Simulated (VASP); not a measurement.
System: MgS, space group P1 (No. 1), 2 atoms in the cell, zincblende type, strained and displaced.

```yaml
crystal:
  lattice:
    - [-0.13820, 2.85090, 2.76010]
    - [2.77810, 0.00140, 2.62050]
    - [2.93860, 2.87160, -0.15900]
  atoms:
    - { symbol: Mg, position: [0.97980, 0.00630, 0.96990] }
    - { symbol: S, position: [0.26230, 0.28170, 0.22900] }
```

Method: DFT, PBE, plane waves, PAW, 6×6×6 k mesh, 520 eV cutoff, Fermi-Dirac smearing of 0.02 eV (VASP 6.6.1).

What will the density of states look like?

There is a gap; over the k points computed it is 2.76 eV (direct among those points). The upper group of valence states starts about 3.7 eV under the valence-band top (which lies at −1.4 eV on this axis), with a gap beneath it; it holds about 6 electrons a cell.

The atoms aren't at rest in this cell (largest force 0.9 eV/Å), so the relaxed material can differ.

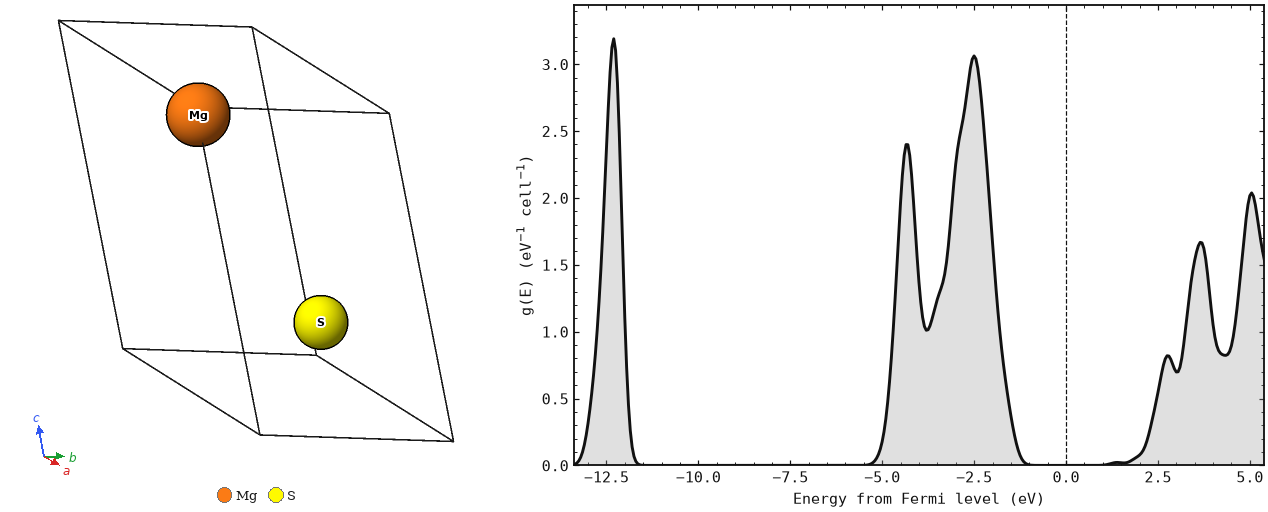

Density of states, beside the structure. Energies are counted from the Fermi level, put mid-gap where there is a gap. The curve is built from the levels of the k mesh with Gaussians 0.4 eV wide, which also blur the band edges.
